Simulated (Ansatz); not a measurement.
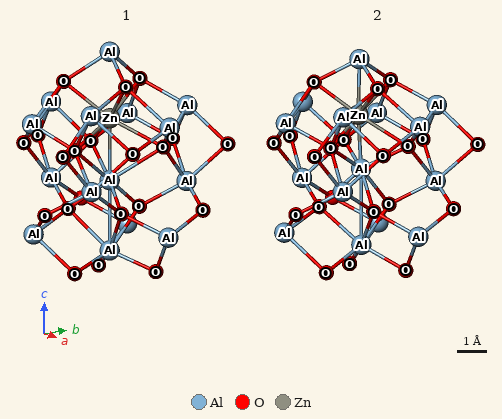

Two geometries of a defect cell of composition Al48O72Zn (cell charge +1), drawn at one scale. One is the start of a relaxation, the other its converged end. Style: ball-and-stick. Shown: the atoms within 4.2 Å of the atom that moves most (axes of the cell of the calculation (origin shifted)), slightly off an axis.

Computed with DFT, PBEsol, PAW, plane waves (Ansatz). Settings: plane-wave cutoff 420 eV; k-point mesh 1 × 1 × 1; mesh shifted by (0.25, 0.25, 0.25); collinear spin; atoms relaxed in a fixed cell; force threshold 0.03 eV/Å; at most 80 steps.

Which one is relaxed?

Answer. Structure 1 is the relaxed one. Over 9 geometry steps the energy falls by 5.873 eV per cell of the calculation. Largest force component: 11 eV/Å at the start, 0.024 eV/Å at the end. The atom that moves furthest is an Al atom (0.40 Å roughly along −c). Largest moves by element: Al 0.40 Å, O 0.26 Å, Zn 0.15 Å. The cell stays as it was. Among the contacts that change: Al–O 1.859 → 2.247 Å, Al–Zn 1.945 → 2.332 Å, Al–O 1.892 → 2.244 Å, Al–Zn 1.897 → 2.170 Å. Among the angles between lasting bonds that change: Al–O–Al 131.1° → 142.4°, Al–O–Zn 137.2° → 126.2°, Al–O–Al 132.4° → 142.3°. The run took 26 s on 1 × NVIDIA GB300 Max-Q with 8 threads of Arm Neoverse-V2, peak memory 2.2 GiB.

Limits of the set-up: the cell is charged, on a uniform background, and energies carry no finite-size correction.
